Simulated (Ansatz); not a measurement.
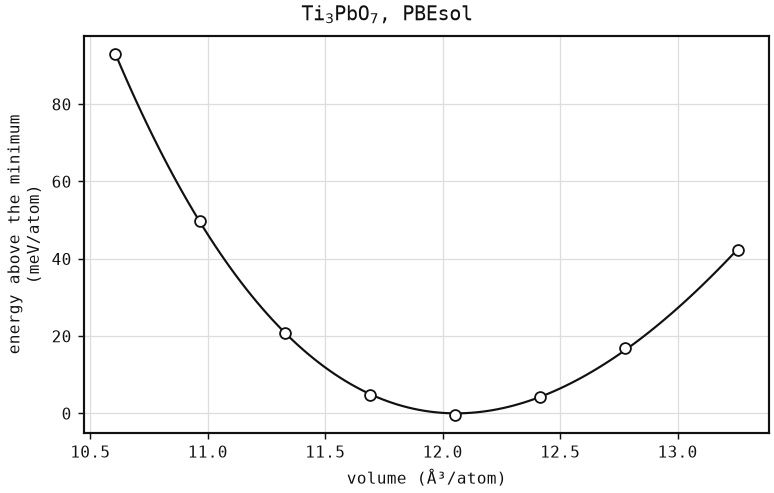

Plotted: energy above the minimum against volume for Ti₃PbO₇, space group P2_1/m (No. 11).

Cell as given: a = 6.591 Å, b = 3.792 Å, c = 10.717 Å, α = 90.00°, β = 98.13°, γ = 90.00°; 22 atoms.

Calculation (Ansatz 0.2.0): third-order Birch-Murnaghan fit to density functional energies at scaled volumes of the given relaxed cell, shape and atoms relaxed at each volume; energies count from the fitted minimum; plane waves with PAW datasets, Γ-centred k mesh. Level: PBEsol, no spin polarisation.

- wave cutoff: 420 eV
- k mesh: 4×8×4
- occupations: Gaussian
- smearing width: 0.02 eV

Give the fitted equation-of-state parameters.

Answer. A third-order Birch–Murnaghan fit gives V0 = 12.06 Å³/atom, B0 = 136 GPa and B′ = 4.4.
